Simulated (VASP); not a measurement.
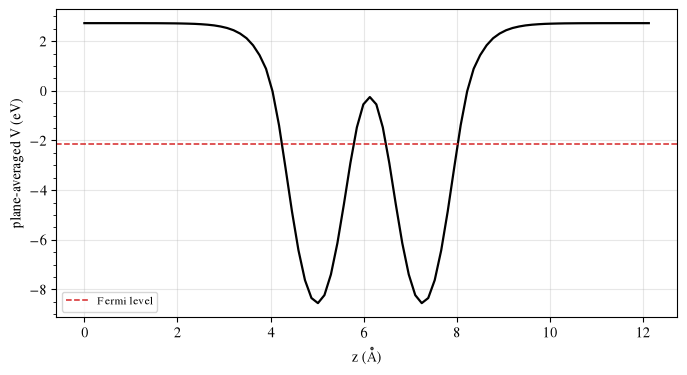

*CdTe (slab). Plane average of the electrostatic potential energy of an electron across the slab.*

Not relaxed (largest force 0.8 eV/Å).

Level of theory: VASP, Kohn-Sham DFT of a periodic cell, LDA, VASP PAW LDA potentials, recommended.

How far above the Fermi level of the calculation is the vacuum level?

Answer. 4.9 eV. The slab has a gap, so the Fermi level lies inside it and this isn't a work function in the metallic sense.

What are the slab's thickness and the vacuum gap?

Answer. The outermost nuclei are 2.3 Å apart, in 2 atomic planes; the vacuum between periodic images is 10.0 Å wide.
